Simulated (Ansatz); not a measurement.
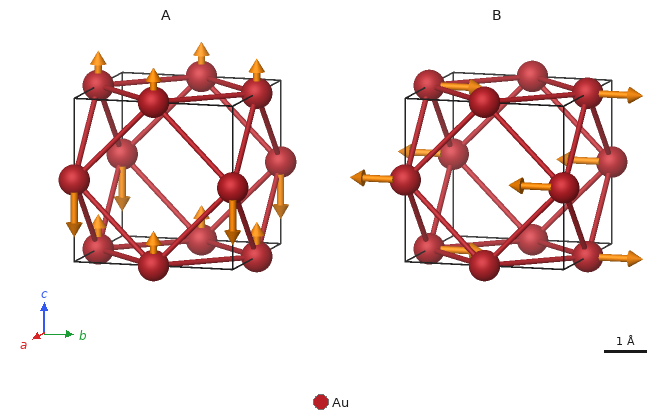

Modes of a crystal of Au (a generated structure), space group Pm-3m (No. 221), at the zone centre (one member of each degenerate set). The orange arrows give the relative displacements of the atoms. Style: ball-and-stick. Shown: the cell of the calculation, slightly off an axis.

Theory: Ansatz 0.2.0, DFT PBE, scalar-relativistic, plane waves, PAW.

The frequencies depend somewhat on the k-mesh and the smearing.

> Give the symmetry species and the selection rules of each.

A is T₁u, infrared-active by symmetry (154 cm⁻¹). B is T₂u, silent by symmetry (neither infrared- nor Raman-active) (80 cm⁻¹). The crystal has a centre of inversion, so no mode is both. In a metal the free carriers screen the infrared response.
